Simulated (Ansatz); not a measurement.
MoTe2: geometry relaxation (part 2 of 3)

MoTe2 (slab, 6 atoms in the cell); DFT PBE+D3(BJ), scalar-relativistic, plane waves, PAW, PAW set soft_1, no spin polarisation (Ansatz 0.2.0); cutoff 420 eV, 9×9×1 k-mesh, Gaussian smearing of 0.05 eV. The structure derives from an entry of the Crystallography Open Database. The input holds or restrains some coordinates. Forces given for the steps count only the free coordinates.

Geometry of the input (Å; fractional positions):
```
3.5039  0.0000  0.0000
-1.7519  3.0345  0.0000
0.0000  0.0000  24.7677
Te 0.3333  0.6667  0.1817
Mo 0.6667  0.3333  0.2550
Te 0.3333  0.6667  0.3283
Te 0.5000  1.3333  0.4746
Mo 0.1667  1.6667  0.5480
Te 0.5000  1.3333  0.6213
```

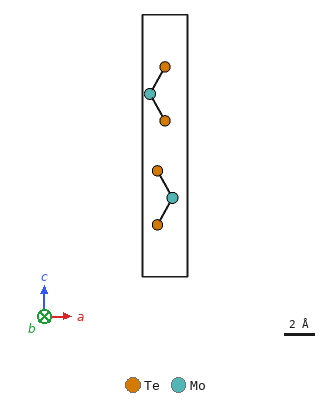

Fig. 1: The geometry at step 5 of the log (ball-and-stick view of the cell of the calculation, with the vacuum cut short, along the b axis).

Log, continued
```
SCF iter   1: F=—  HF=-37836.639111 eV  |F-HF|=—  |Δ(HF+E_count)|=         —  Δρ=1.74e-3  dr2=8.11e-3  ethr=7.22e-5  p=-0.001 e·Å  D=-3.69e-4 V/Å  ΔV_dip=0.01 eV  dr2_dipole=4.13e-4  V_vac-E_F(+/−)=4.27/4.26 eV  ⟨swp⟩=3.7  Hψ=4843  notcnv=0  defer=120
efield: sawtooth ramp at fractional position 0.8815 (handed on by an earlier solve), width 0.0400; the density the first Hamiltonian is built on has a dipole p = -0.001 e·Å; the dipole correction subtracts the counter field D = -3.69e-4 V/Å, which shifts the + side's vacuum level by +0.01 eV against the − side's; the planar-averaged density in the ramp window peaks in size at 8.7e-7 e/Å³
preconditioner: auto → Resta (q_TF=auto, 2.290 Å⁻¹)  ε∞=4.5  [insulator: Δε(μ)=1.038 eV  Ē_g=7.311 eV  σ=0.050 eV  W_gap=1.00  n_scr=60 (ndim 8)  ℏωp=13.7 eV  f_vac=0.429  D(μ)=0.00/eV (n_scr^D=0)  ε∞_Penn≈4.5  vacuum switching on, ρ_ref=3.9e-3 e/Å³]
SCF iter   2: F=—  HF=-37836.638253 eV  |F-HF|=—  |Δ(HF+E_count)|=   8.58e-4  Δρ=9.61e-4  dr2=3.35e-3  ethr=8.81e-6  p=0.003 e·Å  D=2.22e-3 V/Å  ΔV_dip=-0.05 eV  dr2_dipole=3.93e-4  V_vac-E_F(+/−)=4.21/4.27 eV  ⟨swp⟩=2.0  Hψ=2935  notcnv=0  defer=120
SCF iter   3: F=—  HF=-37836.638049 eV  |F-HF|=—  |Δ(HF+E_count)|=   2.03e-4  Δρ=6.51e-4  dr2=1.75e-3  ethr=3.64e-6  p=-0.000 e·Å  D=-2.86e-4 V/Å  ΔV_dip=0.01 eV  dr2_dipole=1.37e-4  V_vac-E_F(+/−)=4.27/4.26 eV  ⟨swp⟩=2.0  Hψ=2672  notcnv=0  defer=120
SCF iter   4: F=—  HF=-37836.637877 eV  |F-HF|=—  |Δ(HF+E_count)|=   1.73e-4  Δρ=1.21e-4  dr2=5.23e-5  ethr=1.90e-6  p=0.000 e·Å  D=1.83e-4 V/Å  ΔV_dip=-0.00 eV  dr2_dipole=8.69e-7  V_vac-E_F(+/−)=4.26/4.26 eV  ⟨swp⟩=2.0  Hψ=2570  notcnv=0  defer=120
SCF iter   5: F=—  HF=-37836.637878 eV  |F-HF|=—  |Δ(HF+E_count)|=   1.20e-6  Δρ=7.47e-5  dr2=3.89e-5  ethr=5.68e-8  p=0.000 e·Å  D=7.55e-5 V/Å  ΔV_dip=-0.00 eV  dr2_dipole=7.61e-8  V_vac-E_F(+/−)=4.26/4.26 eV  ⟨swp⟩=2.1  Hψ=2879  notcnv=0  defer=120
SCF iter   6: F=—  HF=-37836.637876 eV  |F-HF|=—  |Δ(HF+E_count)|=   2.13e-6  Δρ=3.14e-5  dr2=6.62e-6  ethr=4.22e-8  p=0.000 e·Å  D=3.70e-5 V/Å  ΔV_dip=-0.00 eV  dr2_dipole=5.94e-7  V_vac-E_F(+/−)=4.26/4.26 eV  ⟨swp⟩=1.7  Hψ=2276  notcnv=0  defer=120
SCF iter   7: F=-37836.637874 eV  HF=-37836.637876 eV  |F-HF|=1.51e-6  |Δ(HF+E_count)|=   1.70e-7  Δρ=1.29e-5  dr2=1.62e-6  ethr=5.58e-9  p=-0.000 e·Å  D=-1.14e-4 V/Å  ΔV_dip=0.00 eV  dr2_dipole=3.10e-7  V_vac-E_F(+/−)=4.26/4.26 eV  ⟨swp⟩=13.3  Hψ=9486  notcnv=0
SCF 3 converged in 7 iterations: F = -37836.637874 eV  dr2 = 1.62e-6
relax step   3: F+E_penalty+E_count = -37836.63787403 eV  Δ(F+E_penalty+E_count) = -8.527e-3 eV  max|allowed force component| = 4.829e-2 eV/Å  Δτ_max = 0.0362 Å  (7 SCF iters, dr2 threshold 5.13e-6 eV, accepted)
SCF iter   1: F=—  HF=-37836.639398 eV  |F-HF|=—  |Δ(HF+E_count)|=         —  Δρ=1.50e-3  dr2=5.00e-3  ethr=6.66e-5  p=-0.000 e·Å  D=-1.14e-4 V/Å  ΔV_dip=0.00 eV  dr2_dipole=2.48e-4  V_vac-E_F(+/−)=4.27/4.26 eV  ⟨swp⟩=3.0  Hψ=4498  notcnv=0  defer=120
efield: sawtooth ramp at fractional position 0.8815 (handed on by an earlier solve), width 0.0400; the density the first Hamiltonian is built on has a dipole p = -0.000 e·Å; the dipole correction subtracts the counter field D = -1.14e-4 V/Å, which shifts the + side's vacuum level by +0.00 eV against the − side's; the planar-averaged density in the ramp window peaks in size at 9.0e-7 e/Å³
preconditioner: auto → Resta (q_TF=auto, 2.290 Å⁻¹)  ε∞=4.5  [insulator: Δε(μ)=1.042 eV  Ē_g=7.328 eV  σ=0.050 eV  W_gap=1.00  n_scr=60 (ndim 8)  ℏωp=13.7 eV  f_vac=0.430  D(μ)=0.00/eV (n_scr^D=0)  ε∞_Penn≈4.5  vacuum switching on, ρ_ref=3.9e-3 e/Å³]
SCF iter   2: F=—  HF=-37836.638763 eV  |F-HF|=—  |Δ(HF+E_count)|=   6.35e-4  Δρ=7.94e-4  dr2=1.48e-3  ethr=5.43e-6  p=0.003 e·Å  D=1.88e-3 V/Å  ΔV_dip=-0.05 eV  dr2_dipole=2.22e-4  V_vac-E_F(+/−)=4.23/4.27 eV  ⟨swp⟩=1.8  Hψ=2816  notcnv=0  defer=120
SCF iter   3: F=—  HF=-37836.638644 eV  |F-HF|=—  |Δ(HF+E_count)|=   1.19e-4  Δρ=4.47e-4  dr2=9.71e-4  ethr=1.61e-6  p=-0.001 e·Å  D=-5.61e-4 V/Å  ΔV_dip=0.01 eV  dr2_dipole=2.32e-4  V_vac-E_F(+/−)=4.27/4.26 eV  ⟨swp⟩=2.0  Hψ=3098  notcnv=0  defer=120
SCF iter   4: F=—  HF=-37836.638574 eV  |F-HF|=—  |Δ(HF+E_count)|=   7.06e-5  Δρ=1.12e-4  dr2=9.90e-5  ethr=1.06e-6  p=0.001 e·Å  D=3.77e-4 V/Å  ΔV_dip=-0.01 eV  dr2_dipole=7.48e-6  V_vac-E_F(+/−)=4.26/4.27 eV  ⟨swp⟩=2.0  Hψ=2438  notcnv=0  defer=120
SCF iter   5: F=—  HF=-37836.638612 eV  |F-HF|=—  |Δ(HF+E_count)|=   3.88e-5  Δρ=5.82e-5  dr2=3.09e-5  ethr=1.08e-7  p=0.000 e·Å  D=1.85e-4 V/Å  ΔV_dip=-0.00 eV  dr2_dipole=8.13e-8  V_vac-E_F(+/−)=4.26/4.27 eV  ⟨swp⟩=2.0  Hψ=2564  notcnv=0  defer=120
SCF iter   6: F=—  HF=-37836.638611 eV  |F-HF|=—  |Δ(HF+E_count)|=   1.69e-6  Δρ=1.88e-5  dr2=3.10e-6  ethr=3.36e-8  p=0.000 e·Å  D=7.71e-5 V/Å  ΔV_dip=-0.00 eV  dr2_dipole=1.17e-11  V_vac-E_F(+/−)=4.26/4.27 eV  ⟨swp⟩=2.0  Hψ=2396  notcnv=0  defer=120
SCF iter   7: F=—  HF=-37836.638611 eV  |F-HF|=—  |Δ(HF+E_count)|=   3.89e-8  Δρ=1.43e-5  dr2=1.88e-6  ethr=3.37e-9  p=0.000 e·Å  D=4.05e-5 V/Å  ΔV_dip=-0.00 eV  dr2_dipole=3.85e-9  V_vac-E_F(+/−)=4.27/4.27 eV  ⟨swp⟩=2.0  Hψ=2874  notcnv=0  defer=120
SCF iter   8: F=-37836.638610 eV  HF=-37836.638611 eV  |F-HF|=3.39e-8  |Δ(HF+E_count)|=   1.33e-7  Δρ=3.19e-6  dr2=6.76e-8  ethr=1.58e-10  p=0.000 e·Å  D=1.56e-5 V/Å  ΔV_dip=-0.00 eV  dr2_dipole=3.12e-9  V_vac-E_F(+/−)=4.27/4.27 eV  ⟨swp⟩=12.8  Hψ=10702  notcnv=0
SCF 4 converged in 8 iterations: F = -37836.638610 eV  dr2 = 6.76e-8
relax step   4: F+E_penalty+E_count = -37836.63861048 eV  Δ(F+E_penalty+E_count) = -7.364e-4 eV  max|allowed force component| = 5.881e-3 eV/Å  Δτ_max = 0.0328 Å  (8 SCF iters, dr2 threshold 1.46e-7 eV, accepted)
SCF iter   1: F=—  HF=-37836.638963 eV  |F-HF|=—  |Δ(HF+E_count)|=         —  Δρ=9.44e-4  dr2=1.92e-3  ethr=2.17e-5  p=0.000 e·Å  D=1.55e-5 V/Å  ΔV_dip=-0.00 eV  dr2_dipole=6.35e-5  V_vac-E_F(+/−)=4.27/4.27 eV  ⟨swp⟩=3.0  Hψ=4646  notcnv=0  defer=120
efield: sawtooth ramp at fractional position 0.8815 (handed on by an earlier solve), width 0.0400; the density the first Hamiltonian is built on has a dipole p = 0.000 e·Å; the dipole correction subtracts the counter field D = 1.55e-5 V/Å, which shifts the + side's vacuum level by -0.00 eV against the − side's; the planar-averaged density in the ramp window peaks in size at 9.9e-7 e/Å³
preconditioner: auto → Resta (q_TF=auto, 2.290 Å⁻¹)  ε∞=4.5  [insulator: Δε(μ)=1.038 eV  Ē_g=7.329 eV  σ=0.050 eV  W_gap=1.00  n_scr=60 (ndim 8)  ℏωp=13.7 eV  f_vac=0.431  D(μ)=0.00/eV (n_scr^D=0)  ε∞_Penn≈4.5  vacuum switching on, ρ_ref=3.9e-3 e/Å³]
SCF iter   2: F=—  HF=-37836.638711 eV  |F-HF|=—  |Δ(HF+E_count)|=   2.53e-4  Δρ=5.00e-4  dr2=5.35e-4  ethr=2.09e-6  p=0.001 e·Å  D=1.02e-3 V/Å  ΔV_dip=-0.03 eV  dr2_dipole=5.69e-5  V_vac-E_F(+/−)=4.25/4.27 eV  ⟨swp⟩=1.5  Hψ=2730  notcnv=0  defer=120
SCF iter   3: F=—  HF=-37836.638664 eV  |F-HF|=—  |Δ(HF+E_count)|=   4.65e-5  Δρ=2.50e-4  dr2=3.19e-4  ethr=5.81e-7  p=-0.000 e·Å  D=-3.39e-4 V/Å  ΔV_dip=0.01 eV  dr2_dipole=7.77e-5  V_vac-E_F(+/−)=4.27/4.26 eV  ⟨swp⟩=2.0  Hψ=3098  notcnv=0  defer=120
SCF iter   4: F=—  HF=-37836.638645 eV  |F-HF|=—  |Δ(HF+E_count)|=   1.88e-5  Δρ=5.69e-5  dr2=2.87e-5  ethr=3.47e-7  p=0.000 e·Å  D=3.02e-4 V/Å  ΔV_dip=-0.01 eV  dr2_dipole=7.60e-6  V_vac-E_F(+/−)=4.26/4.27 eV  ⟨swp⟩=2.0  Hψ=2440  notcnv=0  defer=120
SCF iter   5: F=—  HF=-37836.638638 eV  |F-HF|=—  |Δ(HF+E_count)|=   7.13e-6  Δρ=4.01e-5  dr2=1.84e-5  ethr=3.12e-8  p=0.000 e·Å  D=4.02e-5 V/Å  ΔV_dip=-0.00 eV  dr2_dipole=5.16e-7  V_vac-E_F(+/−)=4.26/4.27 eV  ⟨swp⟩=2.0  Hψ=2632  notcnv=0  defer=120
SCF iter   6: F=—  HF=-37836.638637 eV  |F-HF|=—  |Δ(HF+E_count)|=   5.89e-7  Δρ=1.41e-5  dr2=2.64e-6  ethr=2.00e-8  p=0.000 e·Å  D=1.80e-5 V/Å  ΔV_dip=-0.00 eV  dr2_dipole=1.62e-7  V_vac-E_F(+/−)=4.27/4.27 eV  ⟨swp⟩=1.6  Hψ=2258  notcnv=0  defer=120
SCF iter   7: F=—  HF=-37836.638684 eV  |F-HF|=—  |Δ(HF+E_count)|=   4.68e-5  Δρ=9.50e-6  dr2=8.88e-7  ethr=2.87e-9  p=0.000 e·Å  D=3.83e-5 V/Å  ΔV_dip=-0.00 eV  dr2_dipole=5.87e-8  V_vac-E_F(+/−)=4.27/4.27 eV  ⟨swp⟩=2.0  Hψ=2806  notcnv=0  defer=120
SCF iter   8: F=—  HF=-37836.638684 eV  |F-HF|=—  |Δ(HF+E_count)|=   7.97e-8  Δρ=1.84e-6  dr2=2.41e-8  ethr=9.66e-10  p=0.000 e·Å  D=5.77e-6 V/Å  ΔV_dip=-0.00 eV  dr2_dipole=1.82e-10  V_vac-E_F(+/−)=4.27/4.27 eV  ⟨swp⟩=2.0  Hψ=2583  notcnv=0  defer=120
SCF iter   9: F=-37836.638684 eV  HF=-37836.638684 eV  |F-HF|=2.29e-9  |Δ(HF+E_count)|=   1.19e-9  Δρ=4.14e-7  dr2=1.74e-9  ethr=9.78e-12  p=-0.000 e·Å  D=-8.19e-7 V/Å  ΔV_dip=0.00 eV  dr2_dipole=1.23e-9  V_vac-E_F(+/−)=4.27/4.27 eV  ⟨swp⟩=13.6  Hψ=10128  notcnv=0
SCF 5 converged in 9 iterations: F = -37836.638684 eV  dr2 = 1.74e-9
relax step   5: F+E_penalty+E_count = -37836.63868420 eV  Δ(F+E_penalty+E_count) = -7.372e-5 eV  max|allowed force component| = 3.007e-3 eV/Å  Δτ_max = 0.0200 Å  (9 SCF iters, accepted)
SCF iter   1: F=—  HF=-37836.638650 eV  |F-HF|=—  |Δ(HF+E_count)|=         —  Δρ=1.62e-4  dr2=5.93e-5  ethr=6.21e-7  p=-0.000 e·Å  D=-8.13e-7 V/Å  ΔV_dip=0.00 eV  dr2_dipole=9.82e-7  V_vac-E_F(+/−)=4.27/4.27 eV  ⟨swp⟩=3.0  Hψ=4251  notcnv=0  defer=120
efield: sawtooth ramp at fractional position 0.8815 (handed on by an earlier solve), width 0.0400; the density the first Hamiltonian is built on has a dipole p = -0.000 e·Å; the dipole correction subtracts the counter field D = -8.13e-7 V/Å, which shifts the + side's vacuum level by +0.00 eV against the − side's; the planar-averaged density in the ramp window peaks in size at 1.1e-6 e/Å³
preconditioner: auto → Resta (q_TF=auto, 2.290 Å⁻¹)  ε∞=4.5  [insulator: Δε(μ)=1.041 eV  Ē_g=7.328 eV  σ=0.050 eV  W_gap=1.00  n_scr=60 (ndim 8)  ℏωp=13.7 eV  f_vac=0.431  D(μ)=0.00/eV (n_scr^D=0)  ε∞_Penn≈4.5  vacuum switching on, ρ_ref=3.9e-3 e/Å³]
SCF iter   2: F=—  HF=-37836.638638 eV  |F-HF|=—  |Δ(HF+E_count)|=   1.24e-5  Δρ=8.64e-5  dr2=1.70e-5  ethr=6.45e-8  p=-0.000 e·Å  D=-1.25e-4 V/Å  ΔV_dip=0.00 eV  dr2_dipole=7.45e-7  V_vac-E_F(+/−)=4.27/4.27 eV  ⟨swp⟩=1.6  Hψ=2796  notcnv=0  defer=120
SCF iter   3: F=—  HF=-37836.638634 eV  |F-HF|=—  |Δ(HF+E_count)|=   4.46e-6  Δρ=4.68e-5  dr2=1.08e-5  ethr=1.85e-8  p=0.000 e·Å  D=3.05e-5 V/Å  ΔV_dip=-0.00 eV  dr2_dipole=7.24e-7  V_vac-E_F(+/−)=4.27/4.27 eV  ⟨swp⟩=2.0  Hψ=3097  notcnv=0  defer=120
SCF iter   4: F=—  HF=-37836.638636 eV  |F-HF|=—  |Δ(HF+E_count)|=   2.49e-6  Δρ=9.02e-6  dr2=4.29e-7  ethr=1.18e-8  p=-0.000 e·Å  D=-2.01e-5 V/Å  ΔV_dip=0.00 eV  dr2_dipole=1.16e-8  V_vac-E_F(+/−)=4.27/4.27 eV  ⟨swp⟩=2.0  Hψ=2441  notcnv=0  defer=120
SCF iter   5: F=—  HF=-37836.638683 eV  |F-HF|=—  |Δ(HF+E_count)|=   4.69e-5  Δρ=6.84e-6  dr2=5.00e-7  ethr=4.67e-10  p=-0.000 e·Å  D=-7.36e-6 V/Å  ΔV_dip=0.00 eV  dr2_dipole=3.48e-9  V_vac-E_F(+/−)=4.27/4.27 eV  ⟨swp⟩=2.2  Hψ=2996  notcnv=0  defer=120
SCF iter   6: F=-37836.638683 eV  HF=-37836.638683 eV  |F-HF|=5.44e-9  |Δ(HF+E_count)|=   4.09e-8  Δρ=1.11e-6  dr2=8.90e-9  ethr=9.78e-12  p=0.000 e·Å  D=3.95e-6 V/Å  ΔV_dip=-0.00 eV  dr2_dipole=1.64e-9  V_vac-E_F(+/−)=4.27/4.27 eV  ⟨swp⟩=10.8  Hψ=11264  notcnv=0
SCF 6 converged in 6 iterations: F = -37836.638683 eV  dr2 = 8.90e-9
  greatest PAW one-centre occupation: 0.999 electrons in one spin orbital (limit 2), on the Mo atom at site 1 (counted from 0), in its partial waves of l = 0
relax step   6: F+E_penalty+E_count = -37836.63868299 eV  Δ(F+E_penalty+E_count) = +1.216e-6 eV  max|allowed force component| = 6.813e-3 eV/Å  Δτ_max = 0.0036 Å  (6 SCF iters, rejected (line search))
SCF iter   1: F=—  HF=-37836.638648 eV  |F-HF|=—  |Δ(HF+E_count)|=         —  Δρ=8.38e-5  dr2=1.63e-5  ethr=1.70e-7  p=0.000 e·Å  D=3.94e-6 V/Å  ΔV_dip=-0.00 eV  dr2_dipole=1.34e-7  V_vac-E_F(+/−)=4.27/4.27 eV  ⟨swp⟩=3.0  Hψ=3944  notcnv=0  defer=60
efield: sawtooth ramp at fractional position 0.8815 (handed on by an earlier solve), width 0.0400; the density the first Hamiltonian is built on has a dipole p = 0.000 e·Å; the dipole correction subtracts the counter field D = 3.94e-6 V/Å, which shifts the + side's vacuum level by -0.00 eV against the − side's; the planar-averaged density in the ramp window peaks in size at 1.0e-6 e/Å³
preconditioner: auto → Resta (q_TF=auto, 2.290 Å⁻¹)  ε∞=4.5  [insulator: Δε(μ)=1.039 eV  Ē_g=7.328 eV  σ=0.050 eV  W_gap=1.00  n_scr=60 (ndim 8)  ℏωp=13.7 eV  f_vac=0.431  D(μ)=0.00/eV (n_scr^D=0)  ε∞_Penn≈4.5  vacuum switching on, ρ_ref=3.9e-3 e/Å³]
SCF iter   2: F=—  HF=-37836.638639 eV  |F-HF|=—  |Δ(HF+E_count)|=   8.88e-6  Δρ=4.49e-5  dr2=4.93e-6  ethr=1.77e-8  p=0.000 e·Å  D=4.93e-5 V/Å  ΔV_dip=-0.00 eV  dr2_dipole=8.26e-8  V_vac-E_F(+/−)=4.27/4.27 eV  ⟨swp⟩=1.8  Hψ=2833  notcnv=0  defer=60
SCF iter   3: F=—  HF=-37836.638687 eV  |F-HF|=—  |Δ(HF+E_count)|=   4.80e-5  Δρ=2.63e-5  dr2=3.44e-6  ethr=5.35e-9  p=-0.000 e·Å  D=-1.87e-6 V/Å  ΔV_dip=0.00 eV  dr2_dipole=5.08e-8  V_vac-E_F(+/−)=4.27/4.27 eV  ⟨swp⟩=2.0  Hψ=3059  notcnv=0  defer=60
SCF iter   4: F=—  HF=-37836.638687 eV  |F-HF|=—  |Δ(HF+E_count)|=   2.73e-7  Δρ=5.55e-6  dr2=1.79e-7  ethr=3.74e-9  p=0.000 e·Å  D=4.37e-6 V/Å  ΔV_dip=-0.00 eV  dr2_dipole=3.01e-9  V_vac-E_F(+/−)=4.27/4.27 eV  ⟨swp⟩=2.0  Hψ=2435  notcnv=0  defer=60
SCF iter   5: F=—  HF=-37836.638687 eV  |F-HF|=—  |Δ(HF+E_count)|=   5.05e-9  Δρ=2.87e-6  dr2=7.64e-8  ethr=1.94e-10  p=0.000 e·Å  D=1.12e-5 V/Å  ΔV_dip=-0.00 eV  dr2_dipole=8.49e-9  V_vac-E_F(+/−)=4.27/4.27 eV  ⟨swp⟩=2.1  Hψ=2745  notcnv=0  defer=60
SCF iter   6: F=—  HF=-37836.638687 eV  |F-HF|=—  |Δ(HF+E_count)|=   3.59e-9  Δρ=1.31e-6  dr2=1.49e-8  ethr=8.31e-11  p=0.000 e·Å  D=3.11e-6 V/Å  ΔV_dip=-0.00 eV  dr2_dipole=1.78e-11  V_vac-E_F(+/−)=4.27/4.27 eV  ⟨swp⟩=1.9  Hψ=2439  notcnv=0  defer=60
SCF iter   7: F=-37836.638687 eV  HF=-37836.638687 eV  |F-HF|=2.84e-9  |Δ(HF+E_count)|=  6.33e-10  Δρ=5.66e-7  dr2=2.61e-9  ethr=9.78e-12  p=0.000 e·Å  D=3.33e-6 V/Å  ΔV_dip=-0.00 eV  dr2_dipole=8.61e-10  V_vac-E_F(+/−)=4.27/4.27 eV  ⟨swp⟩=10.2  Hψ=8735  notcnv=0
SCF 7 converged in 7 iterations: F = -37836.638687 eV  dr2 = 2.61e-9
relax step   7: F+E_penalty+E_count = -37836.63868693 eV  Δ(F+E_penalty+E_count) = -2.723e-6 eV  max|allowed force component| = 3.441e-4 eV/Å  Δτ_max = 0.0017 Å  (7 SCF iters, accepted)
```
